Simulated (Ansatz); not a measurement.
# Quasiparticle gap of Cs2PbI2Cl2 (I4/mmm)

How far does one-shot GW move the PBE gap of Cs2PbI2Cl2 (I4/mmm)?

Main program and level: Ansatz 0.2.0; PBE, then G0W0 on it, plane waves, PAW.

## 1. Set-up

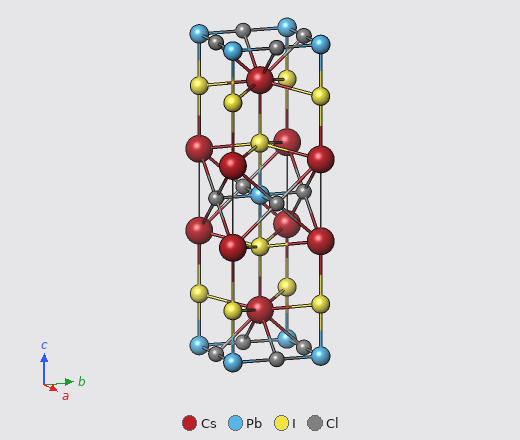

Start, viewed slightly off an axis; caesium red, lead blue, iodine yellow, chlorine grey. This picture shows the conventional cell, with its axes. Some periodic images of atoms are drawn too.

The cell and positions are those that the Materials Project relaxed with its own functionals (PBE, PBE+U or r2SCAN), kept fixed. Spin-orbit coupling is left out unless a step names it.

## 2. The PBE band structure

Levels along a band path and on the mesh show where this functional puts the band edges.

This step: DFT, PBE, plane waves, PAW; PAW set soft_1.

Input file input.yaml:

```yaml
crystal:
  lattice:
    - [-2.8838975, 2.8838975, 9.7428095]
    - [2.8838975, -2.8838975, 9.7428095]
    - [2.8838975, 2.8838975, -9.7428095]
  atoms:
    - { symbol: Cs, position: [0.368645, 0.368645, 0.0] }
    - { symbol: Cs, position: [0.631355, 0.631355, 0.0] }
    - { symbol: Pb, position: [0.0, 0.0, 0.0] }
    - { symbol: I, position: [0.166328, 0.166328, 0.0] }
    - { symbol: I, position: [0.833672, 0.833672, 0.0] }
    - { symbol: Cl, position: [0.5, 0.0, 0.5] }
    - { symbol: Cl, position: [0.0, 0.5, 0.5] }
kpoints:
  mp_grid: { grid: [6, 6, 6] }
  band_path:
    path:
      - [[0.0, 0.0, 0.0], [0.0, 0.0, 0.5], [0.25, 0.25, 0.25], [0.0, 0.5, 0.0], [0.0, 0.0, 0.0], [0.5, 0.5, -0.5], [0.27190439, 0.72809561, -0.27190439]]
      - [[-0.27190439, 0.27190439, 0.27190439], [0.0, 0.0, 0.0]]
      - [[0.0, 0.0, 0.5], [-0.04380879, 0.04380879, 0.5]]
      - [[0.5, 0.5, -0.04380879], [0.5, 0.5, -0.5]]
    npoints: 10
hamiltonian:
  xc: pbe
  pseudopotentials: { kind: paw, azcp: { folder: soft_1 } }
scf:
  occupations: { method: fermi_dirac, width: 0.02 }
  n_extra_bands: 6
output:
  eigenvalues: true
  forces: true
  stress: true
  write_density: true
  write_potential: true
  elf: true
  volumetric_format: npy
```

Command:

```sh
$ ansatz run input.yaml --threads 2 --pin off --max-ram 92160MiB --backend cuda --events-out ev --progress --plain --runs-dir out --devices 1 --max-vram 13GiB
```

Numbers of over 12 decimals in the logs are rounded to 6 here.

The program printed:

```text
basis.fft_grid_basis auto: the FFT boxes are laid along the combinations [[1, -1, 0], [0, 1, 0], [1, 0, 1]] of the cell's own vectors, 8.157, 10.562 and 5.768 Å long. The dense box has 60×72×40 points. Along the cell's own vectors, as sized, it would have 72×72×72, 2.16 times as many. Of the 16 symmetry operations that the crystal satisfies within crystal.symmetry.tolerance (time reversal apart; of a slab, those that [...]
scf.n_extra_bands = 6 over 40 filled bands (N_el = 80.0): the run solves 46 bands
GPUs: using 1 of 1 available (devices: 1).
Engine: ansatz 0.2.0, x86_64-unknown-linux-gnu
Pseudopotentials: kind: paw
Pseudopotential: Cs, paw, valence charge 9, recommended cutoff 420 eV (normal), soft_1/Cs.paw.azcp
Pseudopotential: Pb, paw, valence charge 14, recommended cutoff 420 eV (normal), soft_1/Pb.paw.azcp
Pseudopotential: I, paw, valence charge 17, recommended cutoff 420 eV (normal), soft_1/I.paw.azcp
Pseudopotential: Cl, paw, valence charge 7, recommended cutoff 420 eV (normal), soft_1/Cl.paw.azcp
Functional definition: PBE
  parameter kappa = 0.804
  parameter beta = 0.066725
  exchange = pbe_x(kappa = kappa, mu = beta*pi^2/3)
  correlation = pbe_c(beta = beta)
device memory: the entry about to start is reckoned to put 4.2 GiB on a device that reports 53.9 GiB free (of which the cap on the GPU budget leaves the run 13.0 GiB)
GPU FFT provider: cuFFT
GPU libraries: cuBLAS 13.8.2, cuFFT 12.4.0, cuSOLVER 12.3.4
Crystal: 7 atoms, lattice volume = 324.119 Å³
Basis set: ecut = 420 eV, 6401 PW (Γ), FFT grids on a1−a2, a2, a1+a3, exchange–correlation on 120×144×80 points (8 copies of the dense FFT grid, shifted against one another)
Bands: 46, of which v1, the nominal top of the filled ones, is band 40 counted from 1 (39 counted from 0)
Symmetry: 16 space group operations
Space group: I4/mmm (ITA 139), of the structure as read, at distance tolerance 6.9e-5 Å
k-points: 30 of 216
Non-local potential: Cs, projectors of the file, l = 0: 3, l = 1: 2, l = 2: 2, l = 3: 2
Non-local potential: Pb, projectors of the file, l = 0: 2, l = 1: 2, l = 2: 2, l = 3: 1
Non-local potential: I, projectors of the file, l = 0: 2, l = 1: 2, l = 2: 2, l = 3: 1
Non-local potential: Cl, projectors of the file, l = 0: 2, l = 1: 2, l = 2: 1
PAW form: soft (Blöchl's): semilocal exchange-correlation on the pseudo side does not see the compensation charge
PAW one-centre angular grid: Cs, 194 points (default); XC on 64 Gauss nodes
PAW one-centre angular grid: Pb, 590 points (default); XC on 64 Gauss nodes
PAW one-centre angular grid: I, 590 points (default); XC on 64 Gauss nodes
PAW one-centre angular grid: Cl, 110 points (default); XC on 64 Gauss nodes
Initial density: superposition of atomic densities (chi_scale 0.1, normalization cell, long waves kept (reshape's long-wave potential 0.20 eV rms))
Initial wavefunctions: pseudopotential atomic-orbital guess
GPU buffer pool allocated for 172800 grid points (all kernels)
GPU transforms: local potential and band sums: pruned to the plane-wave sphere, on 60×72×40
Functional: x = pbe(κ = 0.804, μ = 0.219515), c = pbe(β = 0.066725)
SCF iter   1: F=—  HF=-40449.169064 eV  |F-HF|=—  |Δ(HF+E_count)|=         —  Δρ=2.63e-2  dr2=8.61e0  ethr=3.10e-3  ⟨swp⟩=13.4  Hψ=7445  notcnv=0
preconditioner: auto → Resta (q_TF=auto, 2.161 Å⁻¹)  ε∞=2.9  [insulator: Δε(μ)=1.118 eV  Ē_g=11.062 eV  σ=0.020 eV  W_gap=1.00  n_scr=50 (ndim 8)  ℏωp=15.4 eV  f_vac=0.073  D(μ)=0.00/eV (n_scr^D=0)  ε∞_Penn≈2.9]
SCF iter   2: F=—  HF=-40446.583827 eV  |F-HF|=—  |Δ(HF+E_count)|=    2.59e0  Δρ=1.11e-2  dr2=1.79e0  ethr=3.10e-3  ⟨swp⟩=5.6  Hψ=2748  notcnv=0  defer=50
SCF iter   3: F=—  HF=-40445.855379 eV  |F-HF|=—  |Δ(HF+E_count)|=   7.28e-1  Δρ=3.66e-3  dr2=1.32e-1  ethr=2.24e-3  ⟨swp⟩=6.3  Hψ=2984  notcnv=0  defer=53
SCF iter   4: F=—  HF=-40445.818488 eV  |F-HF|=—  |Δ(HF+E_count)|=   3.69e-2  Δρ=1.45e-3  dr2=9.54e-3  ethr=1.66e-4  ⟨swp⟩=6.1  Hψ=3000  notcnv=0  defer=54
SCF iter   5: F=—  HF=-40445.821021 eV  |F-HF|=—  |Δ(HF+E_count)|=   2.53e-3  Δρ=4.65e-4  dr2=1.19e-3  ethr=1.19e-5  ⟨swp⟩=4.7  Hψ=2962  notcnv=0  defer=55
SCF iter   6: F=—  HF=-40445.821136 eV  |F-HF|=—  |Δ(HF+E_count)|=   1.16e-4  Δρ=1.35e-4  dr2=9.03e-5  ethr=1.48e-6  ⟨swp⟩=2.6  Hψ=2867  notcnv=0  defer=53
SCF iter   7: F=—  HF=-40445.821394 eV  |F-HF|=—  |Δ(HF+E_count)|=   2.58e-4  Δρ=2.83e-5  dr2=5.91e-6  ethr=1.13e-7  ⟨swp⟩=2.1  Hψ=2140  notcnv=0  defer=52
SCF iter   8: F=—  HF=-40445.821406 eV  |F-HF|=—  |Δ(HF+E_count)|=   1.17e-5  Δρ=9.70e-6  dr2=5.53e-7  ethr=7.38e-9  ⟨swp⟩=2.1  Hψ=2026  notcnv=0  defer=52
SCF iter   9: F=-40445.821408 eV  HF=-40445.821408 eV  |F-HF|=3.01e-8  |Δ(HF+E_count)|=   1.74e-6  Δρ=2.47e-6  dr2=1.93e-8  ethr=1.25e-10  ⟨swp⟩=27.4  Hψ=14495  notcnv=0
SCF 1 converged in 9 iterations: F = -40445.821408 eV  dr2 = 1.93e-8
  greatest PAW one-centre occupation: 0.999 electrons in one spin orbital (limit 2), on the I atom at site 4 (counted from 0), in its partial waves of l = 2
device memory: the entry about to start is reckoned to put 3.3 GiB on a device that reports 50.3 GiB free (of which the cap on the GPU budget leaves the run 13.0 GiB)
NSCF: frozen V_eff on 94 k-points
SCF converged after 9 iterations
Free energy (F): -40445.821408 eV
Harris-Foulkes:  -40445.821408 eV  (|F-HF|=3.01e-8)
Internal energy: -40445.821408 eV  (E = F + TS)
E sigma→0 (E₀):  -40445.821408 eV
Fermi energy:    4.117609 eV
--- Per-component energies (eV) ---
  E_band       = -1114.746021
  E_kinetic    = 1201.449068
  E_local      = -7939.356329  (includes V_loc(G=0)·N_el)
  E_nonlocal   = 644.638401
  E_hartree    = 3395.777659
  E_xc         = -997.320115
  E_vxc        = -869.817738  (∫ρ·V_xc dr)
  E_paw        = -31397.299260  (= ΣΔE_a)
  E_vpaw       = -943.211839  (= ΣTr[D̂ρ^β])
  E_aug_tail   = -0.004810  (compensation charges beyond the density's cutoff)
  E_ewald      = -5353.706020
  E_smearing   = -0.000000  (= −TS)
  E_closure    = -0.000000  (closes the sum)
  Σ components = -40445.821408   (vs F -40445.821408, Δ=0.00e0)
--- Forces (eV/Å), atoms counted from 1 ---
  atom   1  Cs    -0.00000000    -0.00000000    -0.00501477
  atom   2  Cs    -0.00000000    -0.00000000     0.00501477
  atom   3  Pb    -0.00000000    -0.00000000     0.00000000
  atom   4  I      0.00000000     0.00000000    -0.00633090
  atom   5  I      0.00000000     0.00000000     0.00633090
  atom   6  Cl     0.00000000     0.00000000     0.00000000
  atom   7  Cl    -0.00000000     0.00000000    -0.00000000
  max |Σ_I F_I| component: 3.47e-18 eV/Å
--- Stress (GPa, compression-positive) ---
       -0.050313       0.000000       0.000000
        0.000000      -0.050313      -0.000000
       -0.000000       0.000000      -0.009669
  P = ⅓ Tr σ = -0.0368 GPa (-0.368 kbar)
--- Band table (eV; the first three rows and the last of 30) ---
  k-point 0: bands = [... 36 lower, 2.1644, 2.1906, 2.3739, 2.3739, 6.8385, 7.1144, 7.8393, 7.9631, ... 2 higher]
  k-point 1: bands = [... 36 lower, 2.1216, 2.1354, 2.3361, 2.3522, 6.9323, 7.3818, 7.7276, 7.7594, ... 2 higher]
  k-point 2: bands = [... 36 lower, 2.0780, 2.2079, 2.2596, 2.5726, 6.2640, 6.2683, 6.5618, 8.2700, ... 2 higher]
  k-point 29: bands = [... 36 lower, 2.1969, 2.3367, 2.3367, 2.4712, 6.6489, 7.4733, 7.5605, 7.6410, ... 2 higher]
```

Elapsed: 13 s, on 1 × NVIDIA H100 80GB HBM3 (shared by 6 runs) with 2 threads of AMD EPYC 7R13 (Zen 3), shared host; peak memory 1.3 GiB; 18 s of CPU time.

Reading the cycles: dr2 is the Hartree energy of the density residual (eV), the measure of convergence; HF is the Harris–Foulkes estimate of the energy, which meets the free energy F at convergence.

Numbers from this step:

* pressure: -0.03677 GPa
* filled bands: 40
* gap: 2.518 eV
* valence top at: X
* conduction bottom at: X
* least direct gap: 2.518 eV

Over mesh and path the gap is 2.518 eV, direct, at k = (0.000, 0.000, 0.500).

The electronic bands at the labelled points (eV, zero at the top of the highest nominally filled band):

| point | band 37 | band 38 | band 39 | band 40 | band 41 | band 42 | band 43 | band 44 |
| --- | --- | --- | --- | --- | --- | --- | --- | --- |
| Γ | -0.69 | -0.66 | -0.48 | -0.48 | 3.99 | 4.26 | 4.99 | 5.11 |
| X | -0.80 | -0.65 | -0.50 | 0.00 | 2.52 | 2.62 | 3.51 | 5.64 |
| P | -0.87 | -0.56 | -0.56 | 0.00 | 2.57 | 2.57 | 3.50 | 5.68 |
| N | -0.79 | -0.73 | -0.68 | -0.29 | 3.04 | 3.80 | 5.19 | 5.51 |
| Γ | -0.69 | -0.66 | -0.48 | -0.48 | 3.99 | 4.26 | 4.99 | 5.11 |
| M | -0.66 | -0.52 | -0.52 | -0.38 | 3.80 | 4.62 | 4.71 | 4.79 |
| S | -0.72 | -0.72 | -0.69 | -0.31 | 3.10 | 3.79 | 5.18 | 5.49 |
| jump to S0 | -0.72 | -0.72 | -0.69 | -0.31 | 3.10 | 3.79 | 5.18 | 5.49 |
| Γ | -0.69 | -0.66 | -0.48 | -0.48 | 3.99 | 4.26 | 4.99 | 5.11 |
| jump to X | -0.80 | -0.65 | -0.50 | 0.00 | 2.52 | 2.62 | 3.51 | 5.64 |
| R | -0.80 | -0.65 | -0.50 | -0.04 | 2.58 | 2.70 | 3.51 | 5.62 |
| jump to G | -0.80 | -0.65 | -0.50 | -0.04 | 2.58 | 2.70 | 3.51 | 5.62 |
| M | -0.66 | -0.52 | -0.52 | -0.38 | 3.80 | 4.62 | 4.71 | 4.79 |

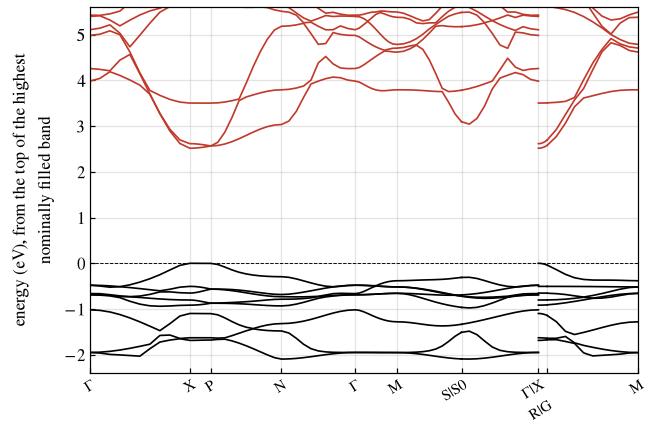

Electronic bands along the path; lines of filled and empty bands in two colours.

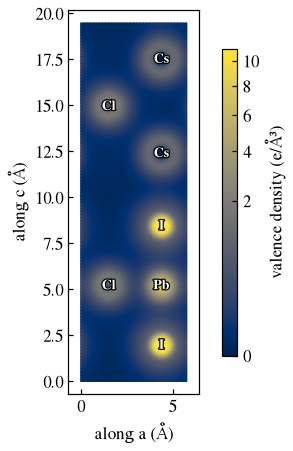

Valence density in the ac plane of the conventional cell at fractional y = 0.000, with atoms of Cs and Pb and I and Cl within 0.2 Å of it. It is the smooth field of the valence electrons, not physical close to the nuclei. The map starts off the cell's origin, so that atoms lie inside it. The colour scale is stretched toward low values.

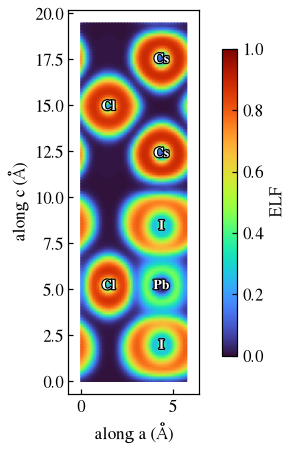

ELF in the ac plane of the conventional cell at fractional y = 0.000, with atoms of Cs and Pb and I and Cl within 0.2 Å of it. It is the smooth field of the valence electrons, not physical close to the nuclei. The map starts off the cell's origin, so that atoms lie inside it.

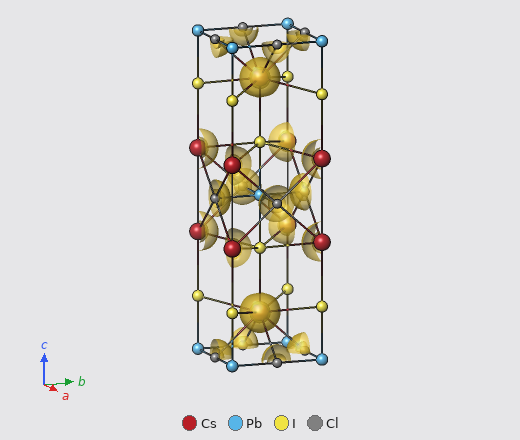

Surface of ELF = 0.81.

(Part 1 of 2 ends here.)

[Paths, hosts, dates, memory and timing lines, banners, echoed tables and standing remarks are left out of the program output.]

[Logs are printed without paths, hosts, clocks, repeated set-up lines and the standing remarks that a program may print on its own settings, such as how far it seeks lower states.]

[Runs of the session that timed out or met a known fault of the program may be left out.]

[Cells called generated may have been cut or substituted from an entry of the Crystallography Open Database or the Materials Project.]

[Hosts, paths, dates, database ids (printed as entryN), source tags and the programs' standing remarks are cut or masked in the printed files.]

[Where an RPA ε∞ is given, it is that of the G0W0 mesh and is not shown converged in it. Names of k-points follow the symmetry that the program found, which can be lower than the space group named. Band edges on a path are those of the sampled points; other points can move an edge, and change direct to indirect where valleys lie close.]

[Hybrid gaps are those of their k-mesh and are not shown converged in it.]
